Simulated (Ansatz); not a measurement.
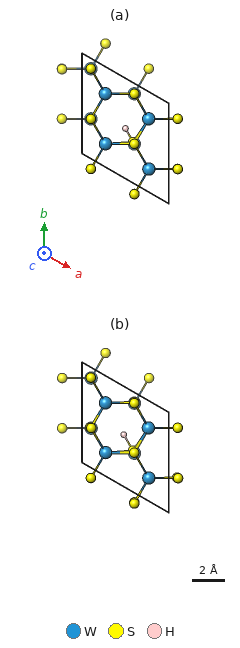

The structure of a defect cell of composition HW$_{8}$S$_{16}$ (cell charge −1) before (top) and after (bottom) a relaxation, at one scale.

The picture is a ball-and-stick view of the cell of the calculation (origin shifted), seen along the c axis.

The atoms of the start lie slightly off their symmetric places, so part of the fall in energy undoes that.

The calculation used Ansatz 0.2.0, DFT PBE+D3(BJ), scalar-relativistic, plane waves, PAW; settings changed.

Input file:
```yaml
crystal:
  lattice:
    - [3.1541397672, -5.463130331, 0.0]
    - [-6.3082795344, 0.0, 0.0]
    - [0.0, 0.0, -12.1450302921]
  atoms:
    - { symbol: W, position: [0.1646371998, 0.3347552192, 0.2472422308] }
    - { symbol: W, position: [0.6653236109, 0.3342004125, 0.2464599833] }
    - { symbol: W, position: [0.1646630985, 0.8349401612, 0.2470999339] }
    - { symbol: W, position: [0.6648898854, 0.8349819905, 0.2472429663] }
    - { symbol: W, position: [0.3300317164, 0.1678393848, 0.7494105902] }
    - { symbol: W, position: [0.83131625, 0.1689276689, 0.750133227] }
    - { symbol: W, position: [0.3322292539, 0.6682517331, 0.7524170466] }
    - { symbol: W, position: [0.8324250249, 0.6700878757, 0.7493785728] }
    - { symbol: S, position: [0.1658065478, 0.334848403, 0.8803318272] }
    - { symbol: S, position: [0.6645505735, 0.3355033094, 0.8794660787] }
    - { symbol: S, position: [0.1647167184, 0.8355159748, 0.8795377367] }
    - { symbol: S, position: [0.6656251328, 0.8344217786, 0.8803175428] }
    - { symbol: S, position: [0.3324321306, 0.1628717077, 0.3748993815] }
    - { symbol: S, position: [0.833362431, 0.1669595494, 0.3764615376] }
    - { symbol: S, position: [0.3312812984, 0.6684263435, 0.3770199012] }
    - { symbol: S, position: [0.8345859208, 0.6698672847, 0.3750550685] }
    - { symbol: S, position: [0.1671056706, 0.3378807751, 0.6184197539] }
    - { symbol: S, position: [0.6647011797, 0.3351852326, 0.619974305] }
    - { symbol: S, position: [0.1512914376, 0.8474841745, 0.6162416373] }
    - { symbol: S, position: [0.6619774686, 0.8342622481, 0.6211346914] }
    - { symbol: S, position: [0.3313814063, 0.1681055829, 0.1173379385] }
    - { symbol: S, position: [0.8319273916, 0.1676813164, 0.1172103829] }
    - { symbol: S, position: [0.3313745632, 0.6682648239, 0.117521408] }
    - { symbol: S, position: [0.8314780842, 0.6681339847, 0.1173439018] }
    - { symbol: H, position: [0.0630683738, -0.0619252053, 0.5291112537] }
  host:
    lattice:
      - [3.1541397672, 0.0, 0.0]
      - [-1.5770698836, 2.7315651655, 0.0]
      - [0.0, 0.0, 12.1450302921]
    atoms:
      - { symbol: W, position: [0.3333333333, 0.6666666667, 0.7501964938] }
      - { symbol: W, position: [0.6666666667, 0.3333333333, 0.2498035062] }
      - { symbol: S, position: [0.3333333333, 0.6666666667, 0.1201425056] }
      - { symbol: S, position: [0.6666666667, 0.3333333333, 0.6205429627] }
      - { symbol: S, position: [0.3333333333, 0.6666666667, 0.3794570373] }
      - { symbol: S, position: [0.6666666667, 0.3333333333, 0.8798574944] }
total_charge: -1
basis:
  ecutwfc: 420
  xc_grid: 2
kpoints:
  mp_grid: { grid: [3, 3, 2], shift: [0.0, 0.0, 0.5] }
hamiltonian:
  xc: pbe
  dispersion: d3bj
scf:
  occupations: { method: gaussian, width: 0.01 }
  n_extra_bands: 2
output:
  forces: true
  eigenvalues: true
relax:
  adjacent_minimum: "off"
  f_tol: 0.025
  max_steps: 45
```

Launched with:
```bash
ansatz run input.yaml --threads 4 --pin off --max-ram 10240MiB --backend cpu --events-out ev --progress --plain --runs-dir out
```

**Describe what moved and what it gained.**

The largest move is that of H25, 0.21 Å along [−1 1 0]. By element the largest moves are H 0.21 Å, S 0.10 Å, W 0.04 Å. The lattice vectors keep their values. Among the contacts that change: W7–S19 2.570 → 2.680 Å, S19–H25 1.440 → 1.509 Å, W8–S19 2.379 → 2.420 Å, W5–W8 3.139 → 3.101 Å. Bond angles that change, for instance: W7–S19–H25 172.7° → 177.5°, W5–S19–H25 105.9° → 102.0°, W5–S19–W7 79.1° → 76.1°. The energy falls by 0.161 eV per cell of the calculation in 4 geometry steps. Largest force component: 0.83 eV/Å at the start, 0.024 eV/Å at the end.

Limits of the set-up: the periodic images lie only 6.3 Å apart, so the values are limited by the cell's size; the cell is charged, on a uniform background, and energies carry no finite-size correction.
